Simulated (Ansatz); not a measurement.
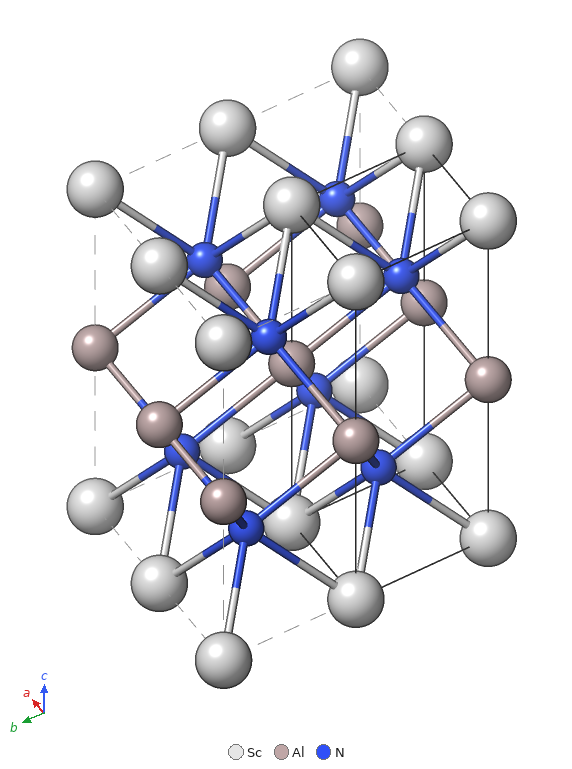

Ball-and-stick representation of a periodic structure, projected from a general direction. The solid box is one conventional unit cell, and 2×2×1 cells are shown.

ScAlN₂, space group P-3m1 (No. 164), a = 3.01 Å, b = 3.01 Å, c = 5.21 Å, α = 90.00°, β = 90.00°, γ = 120.00°.

Method used: Ansatz, DFT PBE, scalar-relativistic, plane waves, PAW. It ran with plane waves to 420 eV, a 12×12×6 mesh of k-points, Gaussian smearing of 0.02 eV, no spin polarisation.

Does it come out as a metal, or with a gap?

Answer. A semiconductor at this level, with a gap of 0.93 eV on the k-mesh (the true edges may lie between mesh points, so the gap can be somewhat smaller).

The starting point was a structure type filled with these elements by a generator (whether the compound takes this form wasn't checked). It was relaxed with DFT PBE, scalar-relativistic, plane waves, PAW in Ansatz.
